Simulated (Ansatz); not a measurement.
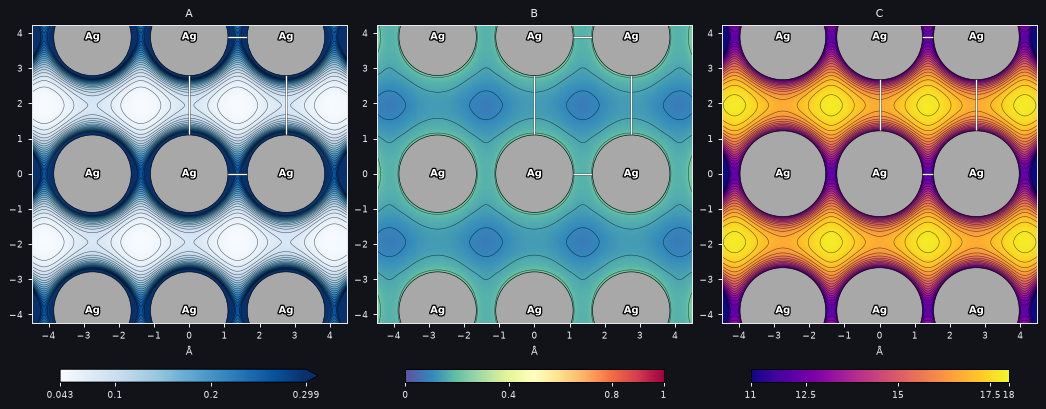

Ag: 3 fields on the (110) plane of the conventional cell, with unlabelled colour scales. Grey discs cover the atomic cores.

Space group Pm-3m; computed pressure about −9 GPa in this cell; computed without spin polarisation.

These are results of Ansatz 0.2.0, DFT, LDA, PAW with Ansatz's default frozen-core files, scalar-relativistic, not measurements.

> Which field does each panel show? The fields are: electron localisation function, electrostatic potential energy of an electron and valence pseudo-density.

Panel A: valence pseudo-density. Panel B: electron localisation function. Panel C: electrostatic potential energy of an electron (low next to the atoms, rising into the space between them). From the grid: Ag–Ag (2.75 Å): the density is about 0.26 e/Å³ at the midpoint; the ELF is about 0.15 at the midpoint; no shared electron pair shows on this line.
